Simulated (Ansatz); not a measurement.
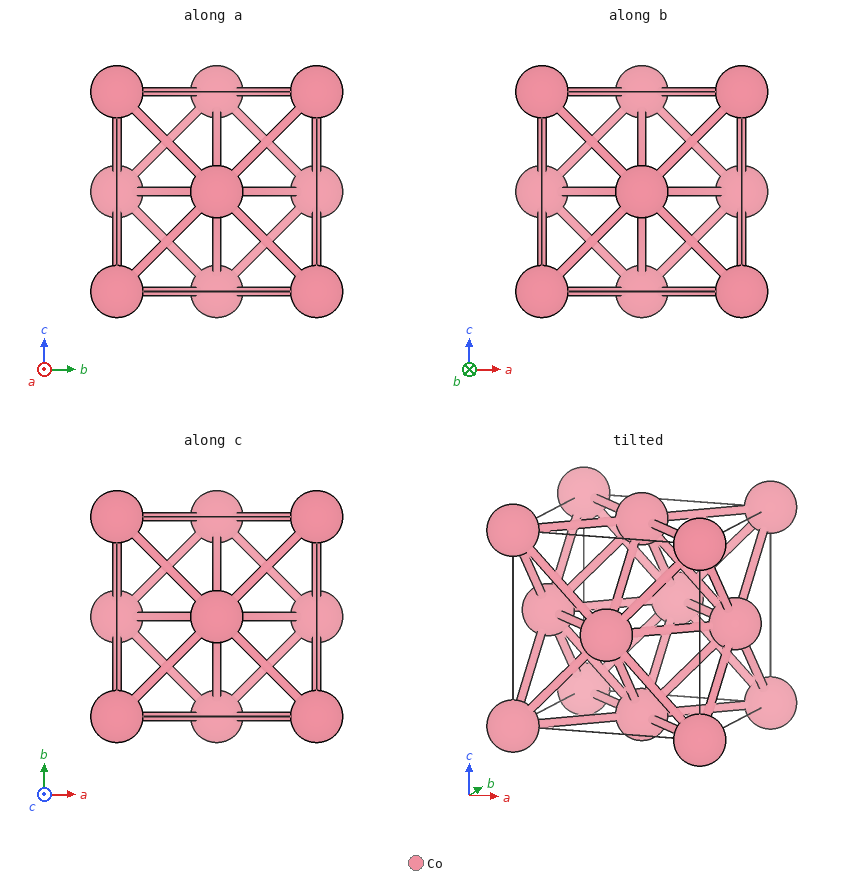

An orthographic ball-and-stick view of the structure, along the a axis, along the b axis, along the c axis and slightly off an axis. The frame is the conventional unit cell; atoms at its boundary are shown with their periodic copies.

Lattice parameters: a = 3.4664 Å, b = 3.4664 Å, c = 3.4664 Å, α = 90.000°, β = 90.000°, γ = 90.000°.

Question: Convert the drawing into a CIF in P1 with every atom of the cell.

Answer:
```cif
data_structure
_symmetry_space_group_name_H-M 'P 1'
_symmetry_Int_Tables_number 1
_cell_length_a 3.4664
_cell_length_b 3.4664
_cell_length_c 3.4664
_cell_angle_alpha 90.000
_cell_angle_beta 90.000
_cell_angle_gamma 90.000
_cell_volume 41.65
loop_
_atom_site_label
_atom_site_type_symbol
_atom_site_fract_x
_atom_site_fract_y
_atom_site_fract_z
_atom_site_occupancy
Co1 Co 0.0000 0.5000 0.5000 1
Co2 Co 0.0000 0.0000 0.0000 1
Co3 Co 0.5000 0.5000 0.0000 1
Co4 Co 0.5000 0.0000 0.5000 1
```

It derives from a structure type filled with this element by a generator (whether the element takes this form wasn't checked). The final geometry of a relaxation with DFT PBEsol, scalar-relativistic, plane waves, PAW (Ansatz) is shown.
